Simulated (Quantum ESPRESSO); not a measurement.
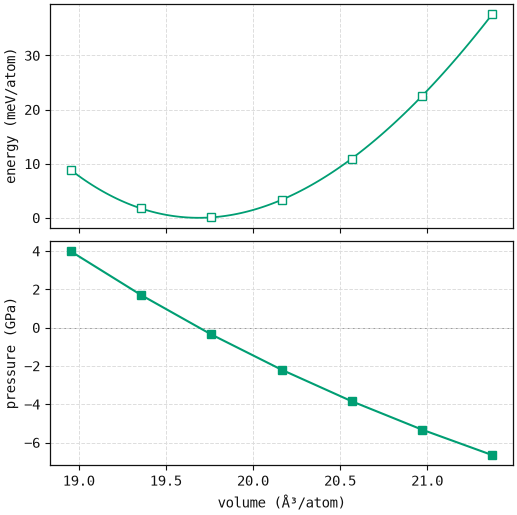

The picture above shows the energy and pressure against volume for Si, space group Fd-3m (No. 227).

Starting cell:
```yaml
crystal:
  lattice:
    - [0.00000, 2.72185, 2.72185]
    - [2.72185, 0.00000, 2.72185]
    - [2.72185, 2.72185, 0.00000]
  atoms:
    - { symbol: Si, position: [0.50000, 0.50000, 0.50000] }
    - { symbol: Si, position: [0.75000, 0.75000, 0.75000] }
```

How it was computed, with Quantum ESPRESSO 7.5: plane-wave DFT, no spin polarisation; energies at scaled volumes of the given cell, shape and fractions fixed, counted from the fit's minimum, third-order Birch-Murnaghan fit. Level: LDA.

```tsv
setting	value
k mesh	8×8×8
occupations	Fermi–Dirac
smearing width	0.05 eV
potentials	GBRV 1.5 LDA
wave cutoff	612.3 eV
density cutoff	4898 eV
```

### What equilibrium volume and bulk modulus follow from the curve?

A third-order Birch–Murnaghan fit gives V0 = 19.69 Å³/atom, B0 = 96.6 GPa and B′ = 4.3.

### Read off the course of the pressure.

It falls from 3.98 GPa at volume 18.95 Å³/atom to −6.66 GPa at 21.37 Å³/atom, and changes sign near 19.69 Å³/atom.
